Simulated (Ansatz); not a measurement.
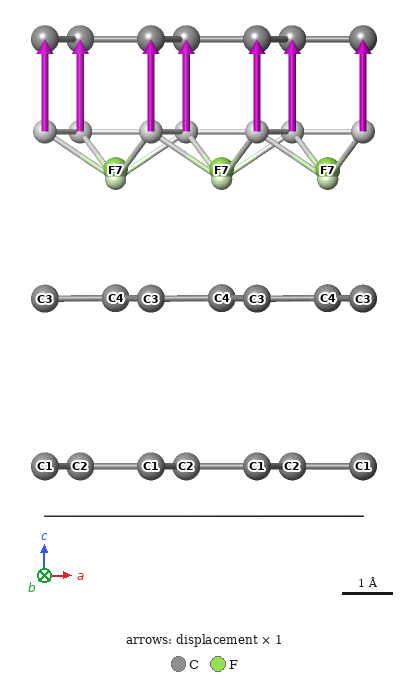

A constrained relaxation of a slab of composition C₆F (cut from the P6_3/mmc phase). The starting structure is drawn faded, the final one solid; purple arrows show the displacements, at their true length.

Style: ball-and-stick. Shown: the 3 × 2 repeat of the cell, outlined in the plane, without the vacuum, along the b axis.

Case: F put at a hollow C-C site. The slab is the (0 0 1) face of C with F on it. 2 atoms are held fixed.

Method: DFT PBE+D3(BJ), scalar-relativistic, plane waves, PAW in Ansatz.

Input file:
```yaml
crystal:
  lattice:
    - [2.4649634496, 0.0, 0.0]
    - [-1.2324817248, 2.1347209667, 0.0]
    - [0.0, 0.0, 25.7405394514]
  atoms:
    - { symbol: C, position: [0.0, 0.0, 0.3302184157] }
    - { symbol: C, position: [0.3333333333, 0.6666666667, 0.3302184096] }
    - { symbol: C, position: [0.0, 0.0, 0.4611507784] }
    - { symbol: C, position: [0.6666666667, 0.3333333333, 0.4611507723] }
    - { symbol: C, position: [0.0, 0.0, 0.5920831411] }
    - { symbol: C, position: [0.3333333333, 0.6666666667, 0.5920831349] }
    - { symbol: F, position: [0.6666666667, 0.3333333333, 0.5547878854] }
basis:
  ecutwfc: 420
kpoints:
  mp_grid: { grid: [12, 12, 1] }
hamiltonian:
  xc: pbe
  dispersion: d3bj
scf:
  occupations: { method: gaussian, width: 0.1 }
output:
  forces: true
  eigenvalues: true
relax:
  adjacent_minimum: "off"
  f_tol: 0.03
  max_steps: 70
  constraints: [{ sites: [0, 1] }]
efield:
  axis: 3
  dipole_correction: true
```

Question: What did the optimiser do to the structure, and how much energy did it gain?

Answer: After 13 geometry steps the energy has fallen by 7.401 eV per cell of the calculation. Largest force component: 17 eV/Å at the start, 0.0029 eV/Å at the end. The largest moves, 1.86 Å, are those of C5 and C6. C5 goes along the normal (+c). Largest moves by element: C 1.86 Å, F 0.19 Å. The lattice vectors keep their values. Among the contacts that change: C5–F7 1.717 → 2.987 Å.

Limits of the set-up: the cell has an odd number of electrons but was run without spin polarisation; the periodic images lie only 2.5 Å apart, so the values are limited by the cell's size.
